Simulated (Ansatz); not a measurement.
System: N on a slab of content VN.

The given structure:
```xyz
8
Lattice="2.8799 0.0000 0.0000 -1.4400 2.4941 0.0000 0.0000 0.0000 25.2301" Properties=species:S:1:pos:R:3 pbc="T T T"
N     0.0000    1.6627    8.5000
V     1.4399    0.8314    9.6757
N     0.0000    0.0000   10.8515
V     0.0000    1.6627   12.0272
N     1.4399    0.8314   13.2892
V     0.0000    0.0000   14.4705
N     0.0000    1.6627   15.6722
V     1.4399    0.8314   16.6110
```

One of the inputs:
```
crystal:
  lattice:
    - [2.8799338752, 0.0, 0.0]
    - [-1.4399669376, 2.4940958971, 0.0]
    - [0.0, 0.0, 27.2300965683]
  atoms:
    - { symbol: "N", position: [0.3333333333, 0.6666666667, 0.3121546036] }
    - { symbol: V, position: [0.6666666667, 0.3333333333, 0.3553321252] }
    - { symbol: "N", position: [0.0, 0.0, 0.3985096467] }
    - { symbol: V, position: [0.3333333333, 0.6666666667, 0.4416871682] }
    - { symbol: "N", position: [0.6666666667, 0.3333333333, 0.4880361419] }
    - { symbol: V, position: [0.0, 0.0, 0.531419078] }
    - { symbol: "N", position: [0.3333333333, 0.6666666667, 0.5755484664] }
    - { symbol: V, position: [0.6666666667, 0.3333333333, 0.6100191276] }
    - { symbol: "N", position: [0.1666666667, -0.1666666667, 0.6731845297] }
basis:
  ecutwfc: 420
kpoints:
  mp_grid: { grid: [12, 12, 1] }
hamiltonian:
  xc: pbesol
scf:
  occupations: { method: gaussian, width: 0.1 }
output:
  forces: true
  eigenvalues: true
relax:
  adjacent_minimum: "off"
  f_tol: 0.03
  max_steps: 70
  constraints: [{ sites: [0, 1, 2, 3] }]
efield:
  axis: 3
  dipole_correction: true
  ramp_width: 0.04
```

Launched with:
```bash
ansatz run input.yaml --threads 2 --pin off --max-ram 5120MiB --backend cpu --events-out ev --progress --plain --runs-dir out
```

How it was computed, with Ansatz 0.2.0: adsorption at several starting sites on a slab cut from the named crystal, one adsorbate a surface cell, the lower planes held, the adsorption energy counts from the clean slab and the free, spin-polarised adsorbate, negative where bound, plane waves with PAW datasets, Γ-centred k mesh. Level: PBEsol, no spin polarisation.

crystal formula VN; crystal space group number 225; Miller index h 1; Miller index k 1; Miller index l 1; top plane V; bottom plane N; planes 8; surface cell (1, 1); slab thickness as cut 8.23 Å; vacuum 17 Å; surface area 7.183 Å²; wave cutoff 420 eV; k mesh 12×12×1; occupations Gaussian; smearing width 0.1 eV; boundary dipole corrected; adsorbate N.

Sites are named by a rule of distances and placed in fractions of the cell vectors a and b; the slab's top layers relax too; key: 1 = top site at (0.67, 0.33); 2 = bridge site at (0.17, 0.83); 3 = top site at (0.33, 0.67).

Predict the adsorption energy of each starting site.

The adsorbate slid sideways from no. 2 (by 0.8 Å). Among these starts the lowest is no. 2, at −6.807 eV; the next, no. 3, is 0.452 eV higher. In rising order: no. 2 (−6.807), no. 3 (−6.355), no. 1 (−4.289), in eV. The height over highest slab atom, in Å, is 1.581 for no. 1, 0.849 for no. 2 and 0.914 for no. 3. The lateral move, in Å, is 0.00 for no. 1, 0.82 for no. 2 and 0.00 for no. 3.

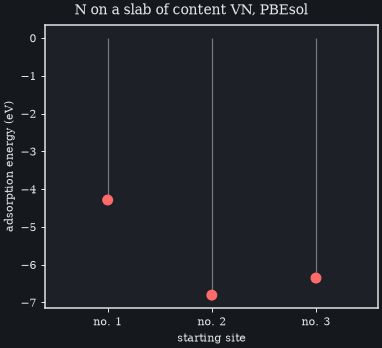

Keep in mind: no spin polarisation, a magnetic state may lie lower; xc potential rough in thin density.
